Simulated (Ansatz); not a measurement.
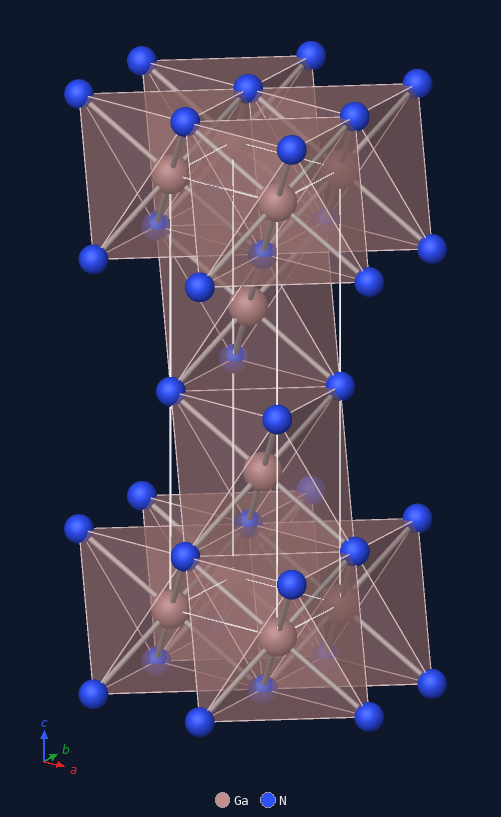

Drawn in the polyhedral manner and seen slightly off an axis. Lines trace the edges of the conventional unit cell. Some neighbours outside the box are added.

GaN, space group R-3m (No. 166), a = 3.00 Å, b = 3.00 Å, c = 7.78 Å, α = 90.00°, β = 90.00°, γ = 120.00°.

Level of theory and settings: DFT r2SCAN, scalar-relativistic, plane waves, PAW (Ansatz), 500 eV cutoff, k-points about 0.21 Å⁻¹ apart, Gaussian smearing of 0.02 eV, no spin polarisation.

What is the electronic character?

A semiconductor at this level, with a gap of 0.45 eV on the k-mesh (the true edges may lie between mesh points, so the gap can be somewhat smaller).

What is the computed pressure?

The computed pressure is -14.7 GPa (stretched: it would shrink).

Origin of the cell: a structure listed in the Materials Project. The cell was then strained or its atoms displaced on purpose. It was run through Ansatz as a DFT input.

At this level of theory the cell isn't at rest (stretched, at -15 GPa), so its distances can differ from those at equilibrium, the more so the softer the solid.
